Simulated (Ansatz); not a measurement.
## Single-point calculation of Cu2O (part 2 of 2)

Cu2O (Pn-3m, 24 atoms in the cell); DFT HSE06, scalar-relativistic, plane waves, PAW, no spin polarisation (Ansatz 0.2.0); cutoff 420 eV, 3×3×3 k-mesh, Gaussian smearing of 0.01 eV. The structure derives from a Materials Project entry. It belongs to a series of runs on one base structure; here: the perfect crystal in a cell of 24 atoms.

Geometry of the input (Å; fractional positions):
```
-4.2816  4.2816  4.2816
4.2816  -4.2816  4.2816
4.2816  4.2816  -4.2816
Cu 0.5000  0.5000  0.2500
Cu 0.0000  0.0000  0.2500
Cu 0.0000  0.5000  0.7500
Cu 0.5000  0.0000  0.7500
Cu 0.2500  0.5000  0.5000
Cu 0.7500  -0.0000  0.5000
Cu 0.7500  0.5000  -0.0000
Cu 0.2500  -0.0000  -0.0000
Cu 0.5000  0.2500  0.5000
Cu -0.0000  0.7500  0.5000
Cu -0.0000  0.2500  0.0000
Cu 0.5000  0.7500  0.0000
Cu 0.7500  0.7500  0.7500
Cu 0.2500  0.2500  0.7500
Cu 0.2500  0.7500  0.2500
Cu 0.7500  0.2500  0.2500
O  0.5000  0.5000  0.5000
O  0.0000  0.0000  0.5000
O  -0.0000  0.5000  0.0000
O  0.5000  -0.0000  -0.0000
O  0.5000  0.0000  0.5000
O  0.0000  0.5000  0.5000
O  0.0000  0.0000  0.0000
O  0.5000  0.5000  0.0000
```

## Output, continued
```
  k-point 0: bands = ["-107.4488", "-107.4475", "-107.4475", "-107.4475", "-107.4475", "-107.4475", "-107.4475", "-107.4475", "-107.4475", "-107.4475", "-107.4475", "-107.4475", "-107.4475", "-107.4471", "-107.4471", "-107.4471", "-63.3985", "-63.3915", "-63.3915", "-63.3915", "-63.3915", "-63.3915", "-63.3915", "-63.3851", "-63.3851", "-63.3851", "-63.3849", "-63.3849", "-63.3849", "-63.3849", "-63.3849", "-63.3849", "-63.2169", "-63.2169", "-63.2135", "-63.2135", "-63.2135", "-63.2135", "-63.2135", "-63.2135",
      "-63.2107", "-63.2107", "-63.2107", "-63.2107", "-63.2107", "-63.2107", "-63.2090", "-63.2090", "-63.2090", "-63.2079", "-63.2079", "-63.2079", "-63.2079", "-63.2079", "-63.2079", "-63.2051", "-63.2051", "-63.2051", "-63.2051", "-63.2051", "-63.2051", "-63.2045", "-63.2045", "-63.2045", "-11.9382", "-11.5323", "-11.5323", "-11.5323", "-11.5323", "-11.5323", "-11.5323", "-11.1765", "2.1183", "2.1183", "2.1183", "2.1384", "2.1384", "2.1384", "2.1384", "2.1384",
      "2.1384", "3.2248", "3.2248", "3.2248", "3.2248", "3.2248", "3.2248", "3.8436", "3.8436", "3.8436", "3.8436", "3.8436", "3.8436", "4.7588", "4.8257", "4.8257", "4.8257", "5.9484", "5.9484", "6.2571", "6.2571", "6.2571", "6.3980", "6.3980", "6.3980", "6.3980", "6.3980", "6.3980", "6.4103", "6.4103", "6.4103", "6.4103", "6.4103", "6.4103", "6.7357", "6.7357", "6.7357", "6.7357", "6.7357", "6.7357",
      "6.7591", "6.7591", "6.7591", "6.7591", "6.7591", "6.7591", "6.7716", "6.7716", "6.7716", "6.7716", "6.7716", "6.7716", "6.9386", "6.9386", "7.0955", "7.0955", "7.0955", "7.0955", "7.0955", "7.0955", "7.1608", "7.1608", "7.1608", "7.1628", "7.1628", "7.1628", "7.1765", "7.1765", "7.1765", "7.1765", "7.1765", "7.1765", "7.4646", "7.4646", "7.4646", "7.6965", "7.6965", "7.6965", "7.6965", "7.6965",
      "7.6965", "7.9590", "7.9590", "7.9590", "7.9590", "7.9590", "7.9590", "9.0047", "9.0047", "9.0047", "9.0047", "9.0047", "9.0047", "9.6883", "9.6883", "9.6883", "11.6485", "12.2340", "12.2340", "13.0473", "13.0473", "13.0473", "13.0473", "13.0473", "13.0473", "15.1523", "15.1523", "15.1523", "15.1523", "15.1523", "15.1523", "18.2776", "18.2776", "18.2776", "18.2776", "18.2776", "18.2776", "19.6748", "19.6748", "19.6748",
      "19.7039", "19.7039", "19.7039", "19.7039", "19.7039", "19.7039", "20.7572", "20.7572", "20.7572", "21.9617", "22.3570", "22.3570"]
  k-point 1: bands = ["-107.4486", "-107.4480", "-107.4477", "-107.4477", "-107.4477", "-107.4477", "-107.4474", "-107.4474", "-107.4473", "-107.4473", "-107.4473", "-107.4473", "-107.4472", "-107.4472", "-107.4472", "-107.4471", "-63.3967", "-63.3943", "-63.3943", "-63.3933", "-63.3898", "-63.3887", "-63.3887", "-63.3866", "-63.3850", "-63.3850", "-63.3850", "-63.3849", "-63.3849", "-63.3849", "-63.3849", "-63.3849", "-63.2158", "-63.2157", "-63.2145", "-63.2145", "-63.2140", "-63.2139", "-63.2139", "-63.2129",
      "-63.2127", "-63.2127", "-63.2120", "-63.2098", "-63.2095", "-63.2092", "-63.2092", "-63.2087", "-63.2084", "-63.2082", "-63.2068", "-63.2068", "-63.2065", "-63.2064", "-63.2064", "-63.2063", "-63.2063", "-63.2055", "-63.2055", "-63.2053", "-63.2053", "-63.2050", "-63.2049", "-63.2046", "-11.8405", "-11.6401", "-11.6401", "-11.6378", "-11.4463", "-11.4235", "-11.4235", "-11.2685", "2.1314", "2.1422", "2.2189", "2.2189", "2.3105", "2.3105", "2.3284", "2.4858",
      "2.4880", "2.7690", "2.7690", "3.0327", "3.2559", "3.5628", "3.5628", "3.6110", "3.7762", "3.7762", "3.7909", "3.7960", "3.7960", "4.0163", "4.2590", "4.4683", "5.2724", "5.9821", "6.0735", "6.1099", "6.1099", "6.2425", "6.2899", "6.2909", "6.2909", "6.3061", "6.3061", "6.3380", "6.4730", "6.5016", "6.5247", "6.5425", "6.5425", "6.5750", "6.5852", "6.6038", "6.6038", "6.6714", "6.6714", "6.6980",
      "6.7408", "6.7408", "6.7736", "6.7796", "6.8192", "6.8225", "6.8225", "6.8488", "6.8488", "6.9156", "6.9220", "6.9509", "6.9592", "6.9592", "7.0762", "7.0860", "7.0984", "7.1079", "7.1079", "7.1282", "7.1391", "7.1446", "7.1446", "7.2081", "7.2255", "7.2255", "7.2328", "7.2887", "7.2887", "7.2943", "7.2980", "7.3169", "7.3378", "7.4262", "7.4483", "7.4483", "7.4615", "7.5202", "7.5657", "7.5657",
      "7.7580", "7.8998", "7.9022", "8.0401", "8.0401", "8.1711", "8.1711", "8.6910", "8.9851", "9.0199", "9.0199", "9.0590", "9.0590", "9.2677", "9.2758", "9.5717", "12.1493", "13.0280", "13.0923", "13.0923", "13.1498", "13.5255", "13.5466", "14.0223", "14.0223", "14.6064", "14.6064", "14.8036", "15.2511", "15.2511", "15.6392", "16.8147", "16.8147", "17.2447", "17.2447", "18.0098", "18.1261", "18.1308", "18.6386", "18.6387",
      "19.3489", "19.7113", "19.8428", "20.3226", "20.3245", "20.9793", "20.9793", "21.1627", "21.1627", "21.9239", "21.9239", "22.4075"]
  k-point 2: bands = ["-107.4482", "-107.4482", "-107.4482", "-107.4479", "-107.4475", "-107.4475", "-107.4475", "-107.4474", "-107.4474", "-107.4474", "-107.4472", "-107.4472", "-107.4472", "-107.4472", "-107.4472", "-107.4472", "-63.3958", "-63.3945", "-63.3945", "-63.3945", "-63.3887", "-63.3887", "-63.3887", "-63.3872", "-63.3850", "-63.3850", "-63.3850", "-63.3849", "-63.3849", "-63.3849", "-63.3849", "-63.3849", "-63.2153", "-63.2153", "-63.2146", "-63.2146", "-63.2146", "-63.2142", "-63.2142", "-63.2142",
      "-63.2133", "-63.2104", "-63.2104", "-63.2104", "-63.2097", "-63.2097", "-63.2097", "-63.2079", "-63.2079", "-63.2079", "-63.2073", "-63.2073", "-63.2073", "-63.2072", "-63.2072", "-63.2060", "-63.2051", "-63.2051", "-63.2051", "-63.2051", "-63.2051", "-63.2051", "-63.2050", "-63.2050", "-11.6991", "-11.6991", "-11.6991", "-11.6952", "-11.3928", "-11.3928", "-11.3928", "-11.3557", "2.2427", "2.2427", "2.2427", "2.3309", "2.3309", "2.4377", "2.4864", "2.4864",
      "2.4864", "2.9377", "2.9377", "2.9377", "3.1662", "3.1662", "3.1662", "3.6912", "3.8256", "3.8256", "3.8256", "3.8423", "3.8423", "4.0145", "4.0145", "4.0145", "5.7574", "5.7574", "5.7574", "5.9700", "6.1965", "6.1965", "6.2327", "6.2327", "6.2327", "6.3239", "6.3239", "6.3239", "6.5424", "6.5424", "6.5424", "6.5532", "6.5532", "6.6893", "6.6893", "6.6893", "6.7040", "6.7040", "6.7248", "6.7248",
      "6.7248", "6.8032", "6.8032", "6.8032", "6.8117", "6.8117", "6.8117", "6.8412", "6.9069", "6.9069", "6.9069", "7.0042", "7.0042", "7.0042", "7.0185", "7.0185", "7.0185", "7.0294", "7.0531", "7.0531", "7.2031", "7.2220", "7.2220", "7.2220", "7.2253", "7.2253", "7.2253", "7.2633", "7.2633", "7.2709", "7.2709", "7.2709", "7.3579", "7.3579", "7.3579", "7.3813", "7.3813", "7.6189", "7.6189", "7.6189",
      "7.7825", "7.7825", "7.7825", "8.1500", "8.1506", "8.1506", "8.1506", "8.7346", "8.7346", "9.0016", "9.0672", "9.0672", "9.0672", "9.3265", "9.3265", "9.3265", "12.9236", "12.9236", "12.9236", "13.5087", "14.1357", "14.1357", "14.1357", "14.1507", "14.1507", "14.1507", "14.1511", "14.1511", "15.4406", "16.3615", "16.3615", "16.4535", "16.4535", "16.4535", "16.7996", "16.7996", "16.7996", "17.8186", "17.8186", "17.8186",
      "20.2039", "20.2039", "20.2039", "20.6777", "21.1132", "21.1132", "21.1132", "21.2319", "21.2319", "21.2319", "21.4140", "22.9319"]
  k-point 3: bands = ["-107.4483", "-107.4479", "-107.4479", "-107.4479", "-107.4479", "-107.4475", "-107.4475", "-107.4475", "-107.4475", "-107.4475", "-107.4472", "-107.4472", "-107.4472", "-107.4472", "-107.4471", "-107.4471", "-63.3971", "-63.3950", "-63.3916", "-63.3916", "-63.3916", "-63.3916", "-63.3883", "-63.3858", "-63.3849", "-63.3849", "-63.3849", "-63.3849", "-63.3849", "-63.3849", "-63.3849", "-63.3849", "-63.2157", "-63.2157", "-63.2155", "-63.2150", "-63.2139", "-63.2129", "-63.2129", "-63.2129",
      "-63.2129", "-63.2113", "-63.2113", "-63.2113", "-63.2113", "-63.2110", "-63.2082", "-63.2082", "-63.2076", "-63.2073", "-63.2073", "-63.2073", "-63.2073", "-63.2058", "-63.2057", "-63.2057", "-63.2057", "-63.2057", "-63.2056", "-63.2056", "-63.2052", "-63.2052", "-63.2051", "-63.2050", "-11.7456", "-11.7317", "-11.5487", "-11.5487", "-11.5487", "-11.5487", "-11.3641", "-11.2959", "2.2366", "2.2366", "2.4187", "2.4820", "2.5219", "2.5219", "2.5219", "2.5219",
      "2.5411", "2.5411", "3.1340", "3.1340", "3.1340", "3.1340", "3.5439", "3.5691", "3.5691", "3.5691", "3.5691", "3.8227", "3.8669", "3.8669", "3.8938", "3.8938", "5.5756", "6.0379", "6.0697", "6.0697", "6.1656", "6.1656", "6.1656", "6.1656", "6.1770", "6.2864", "6.4525", "6.4572", "6.4572", "6.4572", "6.4572", "6.4692", "6.4863", "6.6816", "6.6816", "6.6816", "6.6816", "6.6926", "6.6926", "6.7045",
      "6.7045", "6.7230", "6.7642", "6.7642", "6.7642", "6.7642", "6.8165", "6.9484", "6.9507", "6.9507", "6.9507", "6.9507", "6.9868", "7.0159", "7.0904", "7.0904", "7.1059", "7.1059", "7.1232", "7.1232", "7.1232", "7.1232", "7.1368", "7.1408", "7.1563", "7.1563", "7.1563", "7.1563", "7.1911", "7.2719", "7.2719", "7.3636", "7.3636", "7.3651", "7.3674", "7.4462", "7.4462", "7.4462", "7.4462", "7.7095",
      "7.7546", "7.7546", "7.9507", "7.9507", "7.9507", "7.9507", "8.6842", "8.6842", "8.8465", "8.9353", "9.2723", "9.2723", "9.2723", "9.2723", "9.4773", "9.4773", "12.6108", "13.1596", "13.4885", "13.4885", "13.4885", "13.4885", "13.7618", "13.8741", "13.9983", "13.9983", "15.1943", "15.1943", "15.1943", "15.1943", "15.4940", "16.5336", "16.5336", "17.2358", "18.6801", "18.6801", "18.6801", "18.6801", "18.9166", "18.9166",
      "18.9166", "18.9166", "19.0960", "19.1726", "19.1726", "19.3429", "19.3725", "19.3725", "20.1657", "21.9557", "21.9557", "21.9557"]
```

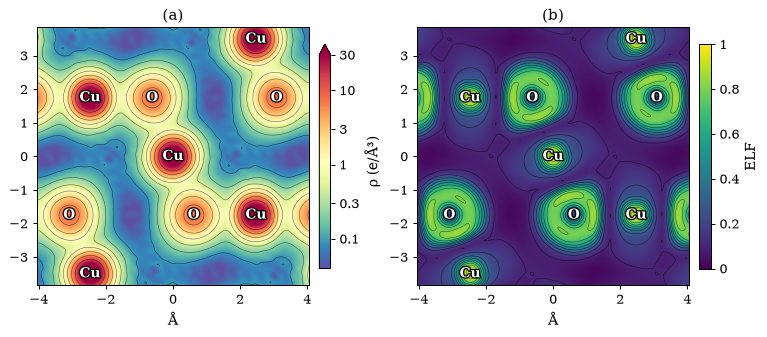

**Figure 1.** (a) valence charge density (pseudo); (b) ELF on the (100) plane of the calculation cell. Atoms in the plane: Cu and O. Cu–O (1.85 Å): ρ at the midpoint is about 0.82 e/Å³; the ELF is about 0.25 at the midpoint. Away from the nuclei the density in this plane falls to 0.04 e/Å³ at its lowest. The strong features right at Cu lie inside the PAW spheres (semicore, d or f shells) and say nothing about bonding. In a PAW calculation such maps are meaningful between the atoms, not at the nuclei.

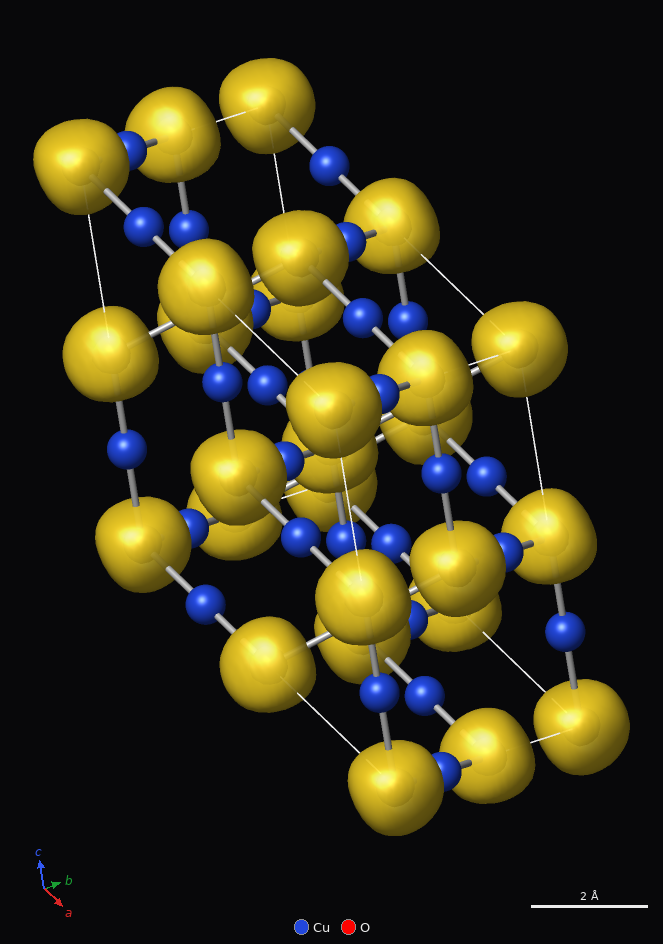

**Figure 2.** Isosurface of the ELF at 0.65 (yellow), seen slightly off an axis. Core shells and regions of very low density are left out. Sticks mark near contacts. The outline is the calculation cell. Profiles from the grid: Cu–O (1.85 Å): the ELF is about 0.25 at the midpoint.

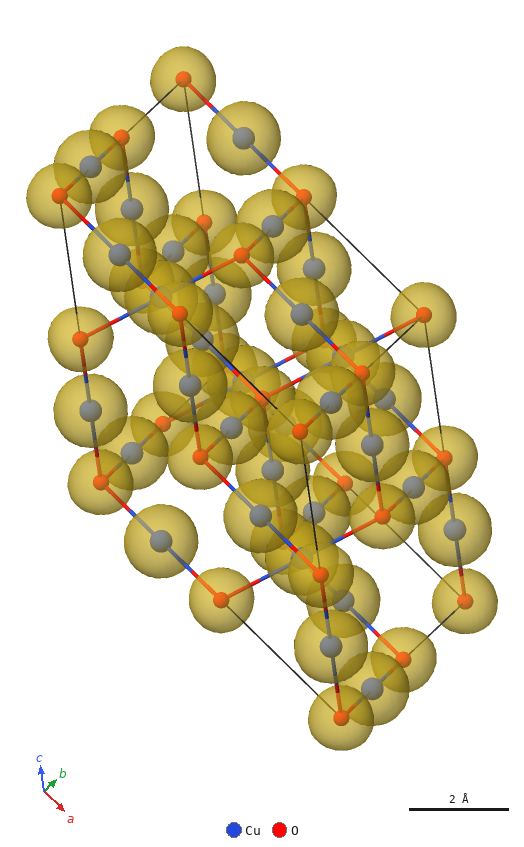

**Figure 3.** Isosurface of the valence pseudo-density at 1.5 e/Å³ (yellow), seen slightly off an axis. Sticks mark near contacts. The outline is the calculation cell. At this value the density breaks into separate islands; it holds about 80 % of the electrons treated as valence (semicore included). It is pinched off along the Cu–O (1.85 Å) contacts. On the grid the lowest density along these lines, outside the cores, is 0.82 e/Å³ (Cu–O, 1.85 Å).
